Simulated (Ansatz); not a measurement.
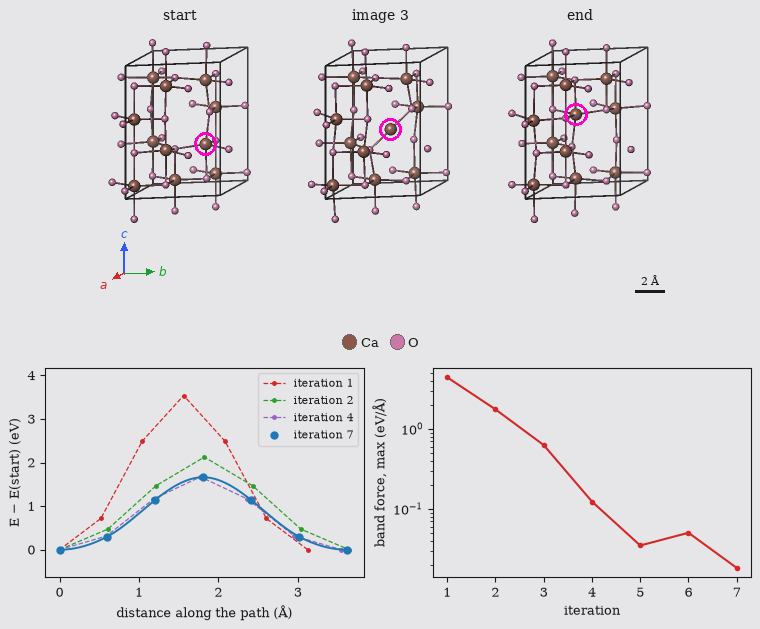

A nudged-elastic-band calculation for a defect cell of composition Ca11O12 with a Ca vacancy (23 atoms in the cell). Images are numbered from 0 (start) to 6 (end). The plot follows the band through its iterations. The picture is a ball-and-stick view of the simulation cell (origin moved), seen slightly off an axis. The moving atom is ringed, with any periodic copies. Bonds to atoms that aren't drawn are left out.

Level of theory: DFT PBE, scalar-relativistic, plane waves, PAW in Ansatz.

Input
```yaml
crystal:
  lattice:
    - [-6.0065569693, -3.4678872831, 0.0]
    - [6.0065569692, -3.4678872831, 0.0]
    - [0.0, 0.0, 9.6159461465]
  atoms:
    - { symbol: Ca, position: [0.3333333333, 0.0, 0.875] }
    - { symbol: Ca, position: [1.0, 0.3333333333, 0.375] }
    - { symbol: Ca, position: [1.0, 0.3333333333, 0.875] }
    - { symbol: Ca, position: [0.6666666667, 0.6666666667, 0.375] }
    - { symbol: Ca, position: [0.6666666667, 0.6666666667, 0.875] }
    - { symbol: Ca, position: [0.3333333333, 0.3242919156, 0.1345844784] }
    - { symbol: Ca, position: [0.3333333333, 0.3242919156, 0.6154155216] }
    - { symbol: Ca, position: [1.0090414177, 0.6757080844, 0.1345844784] }
    - { symbol: Ca, position: [1.0090414177, 0.6757080844, 0.6154155216] }
    - { symbol: Ca, position: [0.6576252489, 0.0, 0.1345844784] }
    - { symbol: Ca, position: [0.6576252489, 0.0, 0.6154155216] }
    - { symbol: O, position: [0.3333333333, 0.0, 0.1072857154] }
    - { symbol: O, position: [0.3333333333, 0.0, 0.6427142846] }
    - { symbol: O, position: [1.0, 0.3333333333, 0.123839785] }
    - { symbol: O, position: [1.0, 0.3333333333, 0.626160215] }
    - { symbol: O, position: [0.6666666667, 0.6666666667, 0.123839785] }
    - { symbol: O, position: [0.6666666667, 0.6666666667, 0.626160215] }
    - { symbol: O, position: [0.3333333333, 0.3652833089, 0.375] }
    - { symbol: O, position: [0.3333333333, 0.3356062432, 0.875] }
    - { symbol: O, position: [0.9680500244, 0.6347166911, 0.375] }
    - { symbol: O, position: [0.9977270901, 0.6643937568, 0.875] }
    - { symbol: O, position: [0.6986166423, 0.0, 0.375] }
    - { symbol: O, position: [0.6689395765, 0.0, 0.875] }
basis:
  ecutwfc: 420
kpoints:
  mp_grid: { grid: [3, 3, 2] }
hamiltonian:
  xc: pbe
scf:
  occupations: { method: gaussian, width: 0.05 }
output:
  forces: true
neb:
  images: 5
  f_tol: 0.05
  max_iterations: 60
  order_check: false
  final_atoms:
    - { symbol: Ca, position: [0.3333333333, 0.0090413841, 0.8845844774] }
    - { symbol: Ca, position: [1.0090413841, 0.3333333333, 0.3654155226] }
    - { symbol: Ca, position: [1.0090413841, 0.3333333333, 0.8845844774] }
    - { symbol: Ca, position: [0.6576252826, 0.6576252826, 0.3654155226] }
    - { symbol: Ca, position: [0.6576252826, 0.6576252826, 0.8845844774] }
    - { symbol: Ca, position: [0.3333333333, 0.0090413841, 0.3654155226] }
    - { symbol: Ca, position: [0.3333333333, 0.3333333333, 0.625] }
    - { symbol: Ca, position: [1.0, 0.6666666667, 0.125] }
    - { symbol: Ca, position: [1.0, 0.6666666667, 0.625] }
    - { symbol: Ca, position: [0.6666666667, 0.0, 0.125] }
    - { symbol: Ca, position: [0.6666666667, 0.0, 0.625] }
    - { symbol: O, position: [0.3333333333, -0.0319499614, 0.125] }
    - { symbol: O, position: [0.3333333333, -0.0022728912, 0.625] }
    - { symbol: O, position: [0.9680500386, 0.3333333333, 0.125] }
    - { symbol: O, position: [0.9977271088, 0.3333333333, 0.625] }
    - { symbol: O, position: [0.698616628, 0.698616628, 0.125] }
    - { symbol: O, position: [0.6689395578, 0.6689395578, 0.625] }
    - { symbol: O, position: [0.3333333333, 0.3333333333, 0.3927142465] }
    - { symbol: O, position: [0.3333333333, 0.3333333333, 0.8572857535] }
    - { symbol: O, position: [1.0, 0.6666666667, 0.3761601751] }
    - { symbol: O, position: [1.0, 0.6666666667, 0.8738398249] }
    - { symbol: O, position: [0.6666666667, 0.0, 0.3761601751] }
    - { symbol: O, position: [0.6666666667, 0.0, 0.8738398249] }
```

Command:
```bash
ansatz run input.yaml --threads 4 --pin off --max-ram 9216MiB --backend cpu --events-out ev --progress --plain --runs-dir out
```

Question: How did the profile develop, and is the result final?

Answer: The run is converged, with reservations. The band converged in 7 iterations. The largest component of the band force went from 4.4 to 0.018 eV/Å. The climbing image converged on the top of the path. Its curvatures weren't checked. The first iteration put the highest image at 3.54 eV. The barrier is about 1.66 eV in both directions, with image 3 at the top; the ends have the same energy.

Limits of the set-up: the periodic images lie only 6.9 Å apart, so the values are limited by the cell's size.
